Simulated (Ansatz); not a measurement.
Consider Ta₂N.

The calculation's input:

```
crystal:
  lattice:
    - [4.9715921024, 0.0, 0.0]
    - [0.0, 5.4294622173, 0.0]
    - [0.0, 0.0, 2.9890527781]
  atoms:
    - { symbol: Ta, position: [0.2364012528, 0.3329643526, 0.0] }
    - { symbol: Ta, position: [0.7635987472, 0.6670356474, 0.0] }
    - { symbol: Ta, position: [0.7364012528, 0.1670356474, 0.5] }
    - { symbol: Ta, position: [0.2635987472, 0.8329643526, 0.5] }
    - { symbol: "N", position: [0.0, 0.0, 0.0] }
    - { symbol: "N", position: [0.5, 0.5, 0.5] }
basis:
  ecutwfc: 420
kpoints:
  mp_grid: { grid: [8, 8, 12] }
hamiltonian:
  xc: pbe
scf:
  occupations: { method: gaussian, width: 0.1 }
output:
  forces: true
  stress: true
  eigenvalues: true
  write_density: true
  write_potential: true
  elf: true
  volumetric_format: npy
relax:
  adjacent_minimum: "off"
  f_tol: 0.01
  max_steps: 80
  cell: { stress_tol: 0.05 }
```

Run with:

```sh
ansatz run input.yaml --threads 1 --pin off --max-ram 2560MiB --backend cpu --events-out ev --progress --plain --runs-dir out
```

Below, planes, directions and counts refer to the conventional cell (a = 4.93 Å, b = 5.44 Å, c = 3.01 Å, α = 90.00°, β = 90.00°, γ = 90.00°).

The fields are those of the relaxed geometry.

Space group Pnnm; started from the marcasite_58 prototype, which need not be the ambient phase.

Theory: Ansatz, DFT PBE, scalar-relativistic, plane waves, PAW.

Question: What will maps of the valence pseudo-density and electron localisation function show?

Answer: Ta–N (2.17 Å): the density is about 0.59 e/Å³ at the midpoint; the ELF peaks at about 0.80 in the valence shell of N, 0.7 Å from its nucleus, and is about 0.20 at the midpoint; no localised pair shows between them.
Ta–Ta (2.95 Å): the density is about 0.3 e/Å³ at the midpoint; the ELF is about 0.40 at the midpoint.
Ta–Ta (3.13 Å): the density is about 0.22 e/Å³ at the midpoint; the ELF is about 0.15 at the midpoint; no shared electron pair shows on this line.

Question: Does the calculation give a band gap?

Answer: It is gapless in this calculation (a metal or semimetal); semilocal functionals without U, or without the true magnetic order, often close the gap of such compounds.

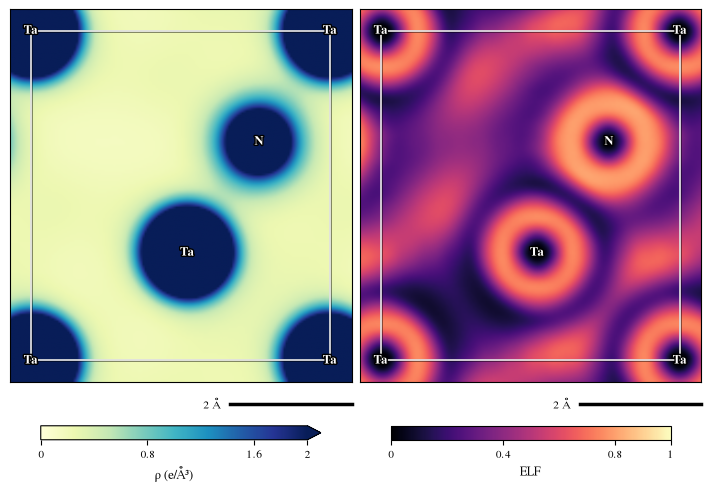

Computed valence pseudo-density and electron localisation function on the (001) plane of the conventional cell, in this order. 

The density is the valence pseudo-density of a PAW calculation; it isn't the true density close to the nuclei.
